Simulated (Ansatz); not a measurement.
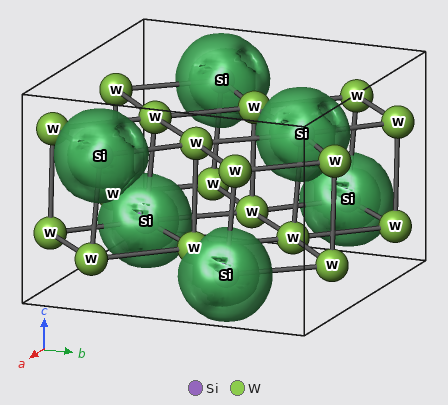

Figure 1: SiW3. Isosurface of the electron localisation function at 0.65 (green), seen slightly off an axis. Only the valence region is drawn (cores and ρ < 0.01 e/Å³ removed). Sticks mark near contacts.

Space group Cmcm; a structure from a database of computed crystals, not necessarily the ambient phase; not relaxed (largest force 1.4 eV/Å).

Theory: DFT PBEsol, scalar-relativistic, plane waves, PAW (Ansatz 0.2.0).

```
CELL_PARAMETERS angstrom
5.15439 -5.15439 0.00000
5.15439 5.15439 0.00000
0.00000 0.00000 5.15439
ATOMIC_POSITIONS crystal
Si 0.00000 0.72325 0.25000
Si 0.50000 0.22325 0.25000
Si 0.50000 0.77675 0.75000
Si 0.00000 0.27675 0.75000
W 0.50000 0.74455 0.25000
W 0.00000 0.24455 0.25000
W 0.00000 0.75545 0.75000
W 0.50000 0.25545 0.75000
W 0.76009 0.99536 0.25000
W 0.26009 0.49536 0.25000
W 0.73991 0.50464 0.75000
W 0.23991 0.00464 0.75000
W 0.26009 0.50464 0.75000
W 0.76009 0.00464 0.75000
W 0.23991 0.99536 0.25000
W 0.73991 0.49536 0.25000
```

Q: Where are the electrons localised?

A: The surface consists of four regions wrapped around Si (the valence shell of each), counted in one cell of 16 atoms. Any copies at cell faces, edges or corners count once. Along the contacts the grid gives the following. Si–W (2.52 Å): the ELF peaks at about 0.75 in the valence shell of Si, 0.9 Å from its nucleus, and is about 0.50 at the midpoint. W–W (2.52 Å): the ELF is about 0.40 at the midpoint.
